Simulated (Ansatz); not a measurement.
The coordinates of a crystal:

```
Al Cu
1.0
     3.63187    0.00000    0.00000
     0.00000    3.63187    0.00000
     0.00000    0.00000    3.63187
Al Cu
1 3
Direct
  0.00000 0.00000 0.00000
  0.50000 0.50000 0.00000
  0.50000 0.00000 0.50000
  0.00000 0.50000 0.50000
```

> Give a crystallographic description of this input.

The stoichiometry is AlCu₃. The atoms follow space group Pm-3m (No. 221); the Bravais lattice is primitive cubic. The prototype is Cu₃Au (L1₂) type. With Z = 1, the cell contains 1 Al, 3 Cu. Around each Al lie twelve Cu in a cuboctahedral arrangement at 2.57 Å. The neighbours of Cu are eight Cu and four Al in a cuboctahedral arrangement (2.57 Å to Cu, 2.57 Å to Al). The bonds build a three-dimensional framework.

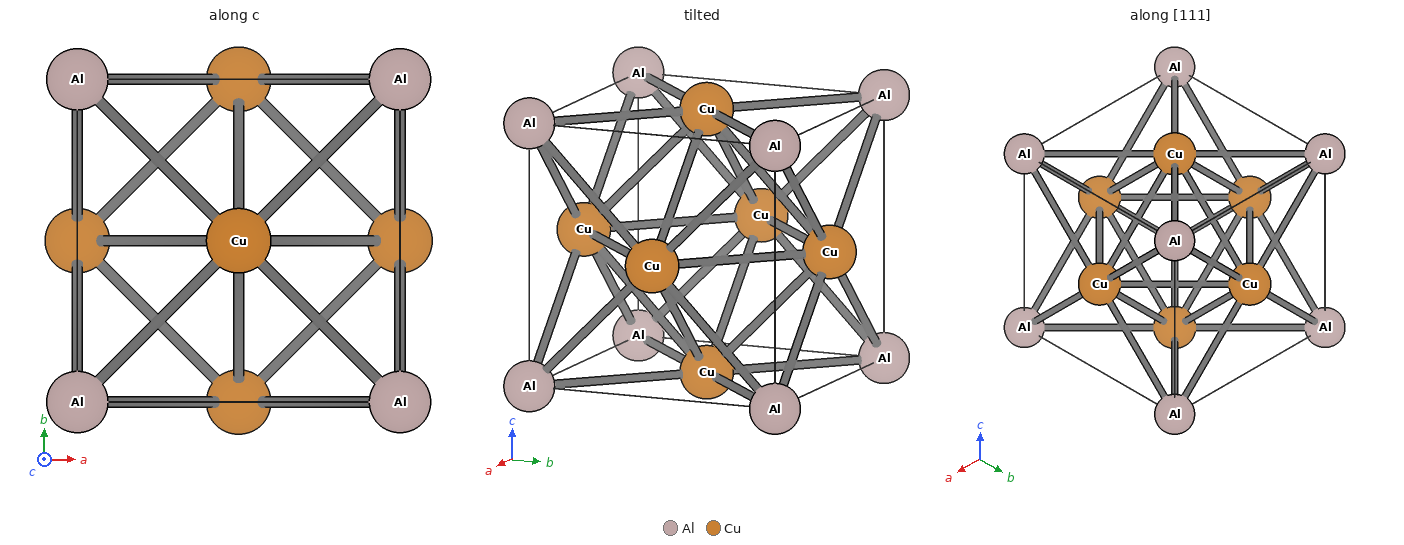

Crystal structure, ball-and-stick style, seen along the c axis, slightly off an axis and along [111]. The conventional unit cell is outlined; an atom on or near a face, edge or corner is repeated at each equivalent position. Colours: aluminium light grey, copper orange.

Provenance: a structure listed in the Materials Project. The structure drawn was relaxed with DFT PBEsol, scalar-relativistic, plane waves, PAW (Ansatz).
